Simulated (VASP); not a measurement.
# GaAs(110): relaxation, ionisation energy and affinity, part 3 of 3

Where do the bulk band edges lie against the vacuum outside GaAs(110)?

VASP 6.6.1; PBEsol; plane waves and PAW (Ga, As).

So far, gap on the k-mesh (eV): step 3 (band edges of the bulk) 0.404.

**5. Potential and states of the slab**

A static run writes the electrostatic potential without exchange and correlation (LVHAR), which is flat in the vacuum and gives the level to count from. The dipole correction cancels the field that unlike faces would set up across the vacuum.

INCAR reads:

```
SYSTEM = GaAs
PREC = Normal
ENCUT = 320
EDIFF = 1E-06
NELM = 120
ISMEAR = 0
SIGMA = 0.03
LREAL = Auto
ALGO = Fast
GGA = PS
NBANDS = 54
LORBIT = 11
LWAVE = .FALSE.
LCHARG = .TRUE.
KPAR = 2
LASPH = .TRUE.
IDIPOL = 3
LDIPOL = .TRUE.
DIPOL = 0.5 0.5 0.5
LVHAR = .TRUE.
LVACPOTAV = .TRUE.
NEDOS = 1500
```

POSCAR reads:

```
GaAs
1.0
    4.0176299915      0.0000000000      0.0000000000
    0.0000000000      5.6817868226      0.0000000000
    0.0000000000      0.0000000000     32.0705199661
Ga As
9 9
Direct
    0.0000000000      0.0617842839      0.2637768918
    0.5000000000      0.4840829619      0.3089119554
    0.0000000000      0.9901801589      0.3753937028
    0.5000000000      0.4883186012      0.4368877148
    0.0000000000      0.9901203901      0.5000000000
    0.5000000000      0.4883186012      0.5631122852
    0.0000000000      0.9901801589      0.6246062972
    0.5000000000      0.4840829619      0.6910880446
    0.0000000000      0.0617842839      0.7362231082
    0.0000000000      0.7354239779      0.3125765378
    0.5000000000      0.2697455794      0.2415346514
    0.0000000000      0.7385292199      0.4376571305
    0.5000000000      0.2418927064      0.3736331173
    0.0000000000      0.7385292199      0.5623428695
    0.5000000000      0.2399646309      0.5000000000
    0.0000000000      0.7354239779      0.6874234622
    0.5000000000      0.2418927064      0.6263668827
    0.5000000000      0.2697455794      0.7584653486
```

KPOINTS reads:

```
Automatic mesh
0
Gamma
6 4 1
0 0 0
```

KPOINTS_OPT reads:

```
Line mode
14
Line-mode
Reciprocal
  0.00000000   0.00000000   0.00000000 GAMMA
  0.50000000   0.00000000   0.00000000 X

  0.50000000   0.00000000   0.00000000 X
  0.50000000   0.50000000   0.00000000 S

  0.50000000   0.50000000   0.00000000 S
  0.00000000   0.50000000   0.00000000 Y

  0.00000000   0.50000000   0.00000000 Y
  0.00000000   0.00000000   0.00000000 GAMMA

  0.00000000   0.00000000   0.00000000 GAMMA
  0.50000000   0.50000000   0.00000000 S
```

The projector-augmented-wave data sets are Ga and As (PBE family, release 64).

Launch:

```sh
$ mpirun -np 4 vasp_std
```

The log of the run:

```text
[banner, memory and clock lines left out]
running    4 mpi-ranks, on    1 nodes
 distrk:  each k-point on    2 cores,    2 groups
 distr:  one band on    1 cores,    2 groups

 POSCAR found type information on POSCAR GaAs
 POSCAR found :  2 types and      18 ions
 [... a notice as in an earlier step ...]

 LDA part: xc-table for (Slater+PW92), standard interpolation
 POSCAR, INCAR and KPOINTS ok, starting setup
 FFT: planning ... GRIDC
 FFT: planning ... GRID_SOFT
 FFT: planning ... GRID
 WAVECAR not read
 entering main loop
       N       E                     dE             d eps       ncg     rms          rms(c)
DAV:   1     0.299478844669E+03    0.29948E+03   -0.18728E+04  1296   0.691E+02
DAV:   2    -0.452031554254E+02   -0.34468E+03   -0.33167E+03  1742   0.151E+02
DAV:   3    -0.804002372014E+02   -0.35197E+02   -0.34716E+02  1576   0.504E+01
DAV:   4    -0.817313814430E+02   -0.13311E+01   -0.13268E+01  1728   0.110E+01
DAV:   5    -0.817755146701E+02   -0.44133E-01   -0.44108E-01  1696   0.188E+00    0.115E+01
RMM:   6    -0.801506778074E+02    0.16248E+01   -0.15683E+00  1338   0.285E+00    0.664E+00
RMM:   7    -0.797356215947E+02    0.41506E+00   -0.23668E+00  1464   0.347E+00    0.124E+00
RMM:   8    -0.796914564650E+02    0.44165E-01   -0.27625E-01  1410   0.154E+00    0.275E-01
RMM:   9    -0.796891373624E+02    0.23191E-02   -0.22562E-02  1643   0.472E-01    0.157E-01
RMM:  10    -0.796906440118E+02   -0.15066E-02   -0.75711E-03  1710   0.234E-01    0.994E-02
RMM:  11    -0.796917688488E+02   -0.11248E-02   -0.27307E-03  1511   0.144E-01    0.580E-02
RMM:  12    -0.796919339976E+02   -0.16515E-03   -0.66921E-04  1657   0.680E-02    0.213E-02
RMM:  13    -0.796924802603E+02   -0.54626E-03   -0.57572E-04  1587   0.550E-02    0.210E-02
RMM:  14    -0.796925864368E+02   -0.10618E-03   -0.10162E-04  1614   0.258E-02    0.878E-03
RMM:  15    -0.796927308510E+02   -0.14441E-03   -0.48592E-05  1557   0.185E-02    0.407E-03
RMM:  16    -0.796927786132E+02   -0.47762E-04   -0.14906E-05  1468   0.938E-03    0.236E-03
RMM:  17    -0.796928040486E+02   -0.25435E-04   -0.83495E-06  1473   0.649E-03    0.304E-03
RMM:  18    -0.796928192260E+02   -0.15177E-04   -0.31666E-06  1273   0.353E-03    0.113E-03
RMM:  19    -0.796928402360E+02   -0.21010E-04   -0.25592E-06  1246   0.333E-03    0.214E-03
RMM:  20    -0.796928483703E+02   -0.81343E-05   -0.59830E-07  1034   0.187E-03    0.435E-04
RMM:  21    -0.796928590981E+02   -0.10728E-04   -0.66088E-07  1104   0.144E-03    0.338E-04
RMM:  22    -0.796928600771E+02   -0.97899E-06   -0.82234E-08   583   0.752E-04
|                                                                             |
|           W    W    AA    RRRRR   N    N  II  N    N   GGGG   !!!           |
|           W    W   A  A   R    R  NN   N  II  NN   N  G    G  !!!           |
|           W    W  A    A  R    R  N N  N  II  N N  N  G       !!!           |
|           W WW W  AAAAAA  RRRRR   N  N N  II  N  N N  G  GGG   !            |
|           WW  WW  A    A  R   R   N   NN  II  N   NN  G    G                |
|           W    W  A    A  R    R  N    N  II  N    N   GGGG   !!!           |
|                                                                             |
|     Did not find any points to average over, which means that no vacuum     |
|     field-free region was found. Please increase the size of  your cell     |
|     in the dimension of the dipole correction to obtain accurate            |
|     workfunction values.                                                    |
|                                                                             |

   1 F= -.79692860E+02 E0= -.79692860E+02  d E =-.381673E-11
 Start KPOINTS_OPT (optional k-point list driver)
k-point batch [1-12\70]
       N       E                     dE             ncg
DAV:   1    -0.605630779354E+03   -0.75549E+04     1296
DAV:   2    -0.459865211614E+04   -0.39930E+04     1704
DAV:   3    -0.502123467774E+04   -0.42258E+03     1568
DAV:   4    -0.503672995226E+04   -0.15495E+02     1728
DAV:   5    -0.503715000170E+04   -0.42005E+00     1650
DAV:   6    -0.503716623995E+04   -0.16238E-01     1716
DAV:   7    -0.503716691601E+04   -0.67606E-03     1682
DAV:   8    -0.503716694560E+04   -0.29590E-04     1618
DAV:   9    -0.503716694687E+04   -0.12680E-05     1250
DAV:  10    -0.503716694701E+04   -0.14450E-06     1058
[...]
k-point batch [61-70\70]
       N       E                     dE             ncg
DAV:   1    -0.446195358129E+03   -0.12536E+05     1080
DAV:   2    -0.372629670583E+04   -0.32801E+04     1488
DAV:   3    -0.404541229368E+04   -0.31912E+03     1328
DAV:   4    -0.405601611943E+04   -0.10604E+02     1440
DAV:   5    -0.405631130010E+04   -0.29518E+00     1400
DAV:   6    -0.405632438039E+04   -0.13080E-01     1480
DAV:   7    -0.405632503791E+04   -0.65751E-03     1424
DAV:   8    -0.405632507327E+04   -0.35362E-04     1440
DAV:   9    -0.405632507493E+04   -0.16586E-05     1120
DAV:  10    -0.405632507511E+04   -0.18064E-06      984
```

It took 1.7 min on 4 MPI ranks of Intel Xeon 6975P-C (Granite Rapids), shared host; peak memory 1.2 GiB.

From OUTCAR (step 5):

```text
   NELECT =      72.0000    total number of electrons

 dipolmoment           0.000000      0.000000      0.000000 electrons x Angstroem

 E-fermi :  -0.6090

 k-point     1 :       0.0000    0.0000    0.0000
  band No.  band energies     occupation
    ...
     32      -1.0911      2.00000
     33      -1.0694      2.00000
     34      -0.9691      2.00000
     35      -0.8444      2.00000
     36      -0.7399      2.00000
     37       0.0775      0.00000
     38       0.7180      0.00000
     39       0.7752      0.00000
     40       0.8961      0.00000
     41       0.9568      0.00000
    ...

  Total       -2.1547559     -1.0878254     -0.3341306      0.0000000      0.0000000      0.0000000
  in kB       -4.7157176     -2.3807233     -0.7312501      0.0000000      0.0000000      0.0000000
  external PRESSURE =      -2.6092303 kB  Pullay stress =       0.0000000 kB

 POSITION                                       TOTAL-FORCE (eV/Angst)
 -----------------------------------------------------------------------------------
      0.00000      0.35105      8.45946        -0.000000      0.013139     -0.009516
      2.00881      2.75046      9.90697         0.000000     -0.016449      0.007533
      0.00000      5.62599     12.03907        -0.000000     -0.007818     -0.004484
      2.00881      2.77452     14.01122        -0.000000     -0.001453      0.006132
      0.00000      5.62565     16.03526        -0.000000     -0.006992      0.000000
      2.00881      2.77452     18.05930        -0.000000     -0.001453     -0.006132
      0.00000      5.62599     20.03145        -0.000000     -0.007818      0.004484
      2.00881      2.75046     22.16355         0.000000     -0.016449     -0.007533
      0.00000      0.35105     23.61106        -0.000000      0.013139      0.009516
      0.00000      4.17852     10.02449        -0.000000     -0.012312      0.015461
      2.00881      1.53264      7.74614         0.000000      0.009244      0.000765
      0.00000      4.19617     14.03589        -0.000000      0.002055     -0.011753
      2.00881      1.37438     11.98261        -0.000000      0.010957      0.004566
      0.00000      4.19617     18.03463        -0.000000      0.002055      0.011753
      2.00881      1.36343     16.03526        -0.000000      0.012266      0.000000
      0.00000      4.17852     22.04603        -0.000000     -0.012312     -0.015461
      2.00881      1.37438     20.08791        -0.000000      0.010957     -0.004566
      2.00881      1.53264     24.32438         0.000000      0.009244     -0.000765
 -----------------------------------------------------------------------------------
    total drift:                                0.000000     -0.030617     -0.000007

  FREE ENERGIE OF THE ION-ELECTRON SYSTEM (eV)
  ---------------------------------------------------
  free  energy   TOTEN  =       -79.6928600771 eV

  energy  without entropy=      -79.6928600771  energy(sigma->0) =      -79.69286008

 vacuum level on the upper side and lower side of the slab         4.173         4.173

[... 7 parts as in an earlier step ...]

[... 10 further parts left out ...]
```

Numbers from this step:

| Property | Result |
| --- | --- |
| electronic cycles | 22 |
| Fermi energy | -0.609 eV |
| least gap on mesh and path | 0.7935 eV |
| least direct gap on mesh and path | 0.8173 eV |
| vacuum levels | 4.173, 4.173 eV |
| ionisation potentials of the upper and lower face | 4.913, 4.913 eV |
| electron affinities of the upper and lower face | 4.119, 4.119 eV |

Electronic bands along the path, in eV, zero at the valence-band top; v1 is the highest filled band, c1 the lowest empty one:

| point | v4 | v3 | v2 | v1 | c1 | c2 | c3 | c4 |
| --- | --- | --- | --- | --- | --- | --- | --- | --- |
| Γ | -0.33 | -0.23 | -0.10 | 0.00 | 0.82 | 1.46 | 1.51 | 1.64 |
| X | -1.72 | -1.41 | -1.18 | -1.00 | 0.79 | 0.85 | 1.63 | 1.77 |
| S | -1.33 | -1.21 | -0.89 | -0.81 | 0.90 | 1.49 | 1.52 | 2.53 |
| Y | -1.04 | -1.01 | -0.92 | -0.88 | 0.97 | 1.16 | 1.20 | 1.63 |
| Γ | -0.33 | -0.23 | -0.10 | 0.00 | 0.82 | 1.46 | 1.51 | 1.64 |
| S | -1.33 | -1.21 | -0.89 | -0.81 | 0.90 | 1.49 | 1.52 | 2.53 |

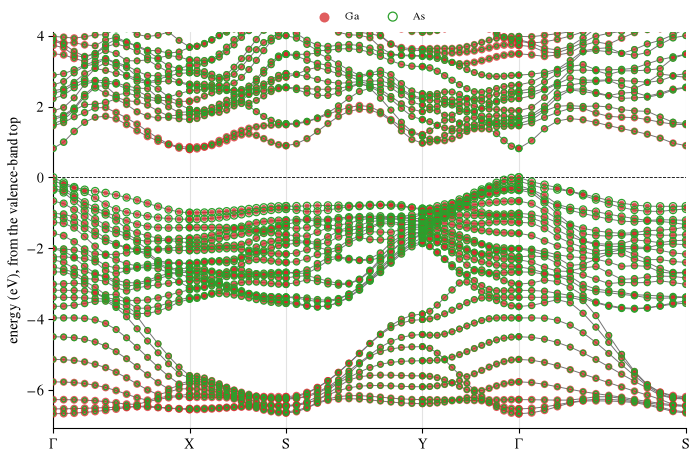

Electronic bands along the path; dots are coloured as in the legend, and their area grows with the weight.

The planar average of the electrostatic potential oscillates, so the rows of the table below give means over windows of 2.06 Å about each position, cut where the curve ends. Its maxima inside the range that stand out by 2 % of the span (Å: eV): 8.7: -0.327, 11.0: 0.416, 13.1: 0.092, 15.0: 0.16, 16.0: -3.83, 17.1: 0.16, 19.0: 0.092, 21.1: 0.416, 23.4: -0.327. Its minima: 7.9: -4.03, 10.2: -4.36, 11.7: -4.10, 14.3: -4.11, 15.8: -4.03, 16.3: -4.03, 17.8: -4.11, 20.4: -4.10, 21.9: -4.36, 24.2: -4.03.

Zero at the Fermi level. The planar average of the electrostatic potential by height; means over each step:

| height (Å) | planar average of the electrostatic potential (eV) |
| --- | --- |
| 1.03 | 4.78 |
| 3.09 | 4.78 |
| 5.15 | 4.73 |
| 7.21 | 0.102 |
| 9.27 | -2.68 |
| 11.33 | -2.61 |
| 13.39 | -2.58 |
| 15.45 | -2.64 |
| 17.51 | -2.63 |
| 19.57 | -2.56 |
| 21.63 | -2.74 |
| 23.69 | -2.26 |
| 25.75 | 3.50 |
| 27.81 | 4.78 |
| 29.87 | 4.78 |
| 31.93 | 4.78 |

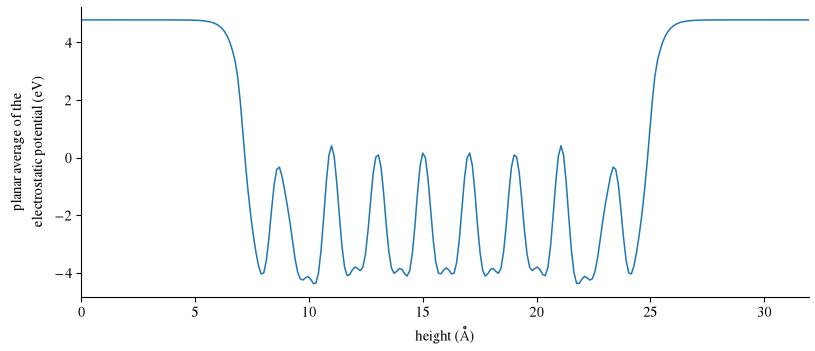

Planar average of the electrostatic potential, plotted against height.

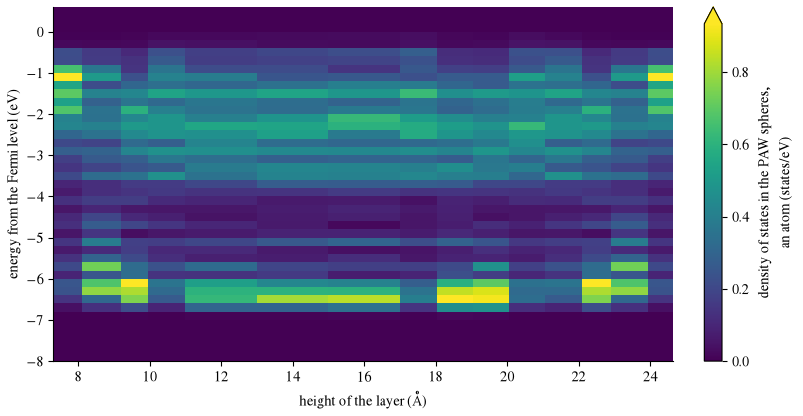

Density of states in the PAW spheres, an atom over height of the layer and energy from the Fermi level.

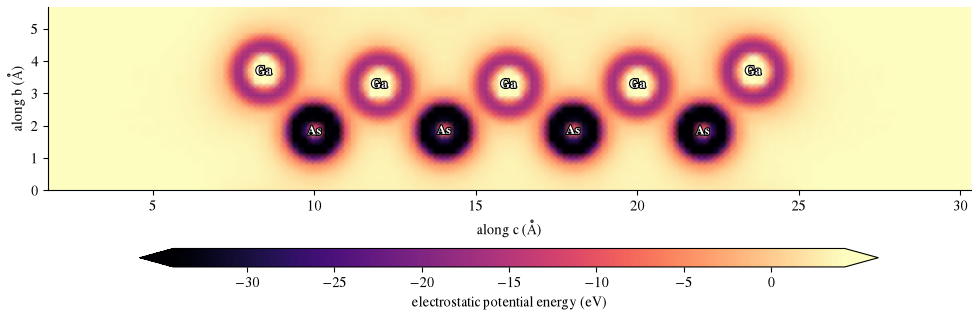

Electrostatic potential energy in the cb plane at fractional x = 0.000, with atoms of Ga and As within 0.2 Å of it. With pseudopotentials it is smooth inside the atoms' cores, unlike the true potential. The map starts off the cell's origin, so that atoms lie inside it. The far vacuum is left out of the map.

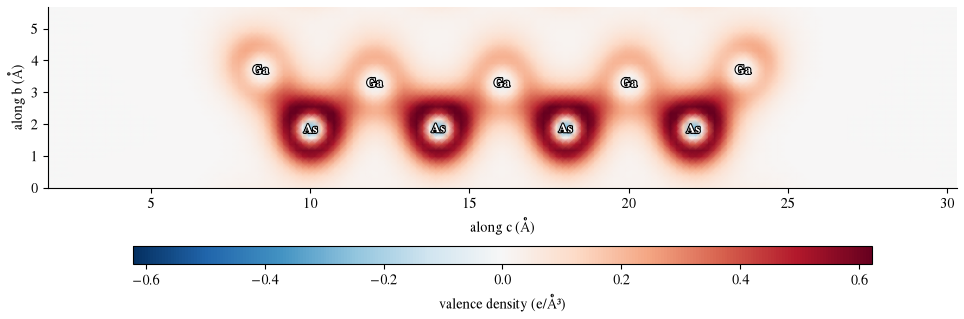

Valence density in the cb plane at fractional x = 0.000, with atoms of Ga and As within 0.2 Å of it. It is the smooth field of the valence electrons, not physical close to the nuclei. The map starts off the cell's origin, so that atoms lie inside it. The far vacuum is left out of the map.

The map of layer states is cut here 0.5 eV above the Fermi level, so it leaves out the states above that.

The vacuum level lies 4.91 eV above the highest filled level at the upper face; both faces agree, as the slab has next to no dipole.

The program found no field-free point at its default tolerance, but its printed level agrees with the flat part of the planar average.

**6. Lining up bulk and slab**

This step: band edges against the vacuum, PBEsol; plane waves and PAW (VASP 6.6.1).

No new run; the numbers come from the runs before.

This step gave:

```yaml
ionisation_energy: 4.895 eV
offset_spread: 0.009300 eV
bulk_gap: 0.4041 eV
slab_gap: 0.7935 eV
electron_affinity: 4.491 eV
buckling: 0.7133 Å
tilt: 31.12 degree
surface_energy_relaxed: 0.7087 J/m²
```

The averaged core potentials of the four middle atoms lie -3.221 eV from those of the bulk run. The bulk valence top (2.499 eV), moved by that offset, is taken from the upper vacuum level (4.173 eV).

**7. What came out**

| Item | Value |
| --- | --- |
| ionisation energy | 4.90 eV |
| electron affinity | 4.49 eV |
| buckling | 0.713 Å |
| surface energy, relaxed | 0.709 J/m² |

The bulk valence-band top lies 4.90 eV below the vacuum of GaAs(110), and the conduction-band bottom 4.49 eV. The top layer buckles by 0.71 Å, a tilt of 31°, with As outermost, as the anion takes the dangling-bond electrons and the cation flattens towards sp². The surface costs 0.71 J/m². The slab's least gap is 0.79 eV, against 0.40 eV in the bulk. Confinement widens it, surface states can narrow it, and the two gaps need not lie at the same wave vector; the faces' own affinities count to the slab's lowest empty state. The offsets of the four middle atoms spread by 0.01 eV; a shift common to all four would not show in it. One thickness was run. Semilocal band edges put the valence top too high and the gap too small. Spin-orbit coupling, left out here, would raise the valence top further.

Calculation against experiment:

| quantity | measured | PBEsol |
| --- | --- | --- |
| lattice constant a (Å) | 5.653 | 5.682 (+0.5 %) |
| band gap (direct gap) (eV) | 1.412 | 0.40 (-1.01 eV) |

Measured values from pmc:9457441 (2022) and arxiv:0805.2212 (2008).

**Verdict.** The lattice constant a is off by +0.5 %: good agreement. The band gap is off by -1.01 eV: a clear miss. Local and semilocal functionals usually give gaps below the measured ones. Zero-point and thermal motion shift the measured gap. The grades are ours: good and fair within 0.7 and 1.5 % for the lattice constant a. Zero-point motion and thermal expansion are not in the computed lattice constants. As a rule both would widen the computed cell, so the excess over experiment is if anything larger than shown.

[Lines on the potential files, build, host, timing and source positions are cut from VASP's logs without a mark.]

[Logs are printed without paths, hosts, clocks, repeated set-up lines and the standing remarks that a program may print on its own settings, such as how far it seeks lower states.]

[Hosts, paths, dates, database ids (printed as entryN), source tags and the programs' standing remarks are cut or masked in the printed files.]

[Runs that stopped without an error message from VASP are left out.]
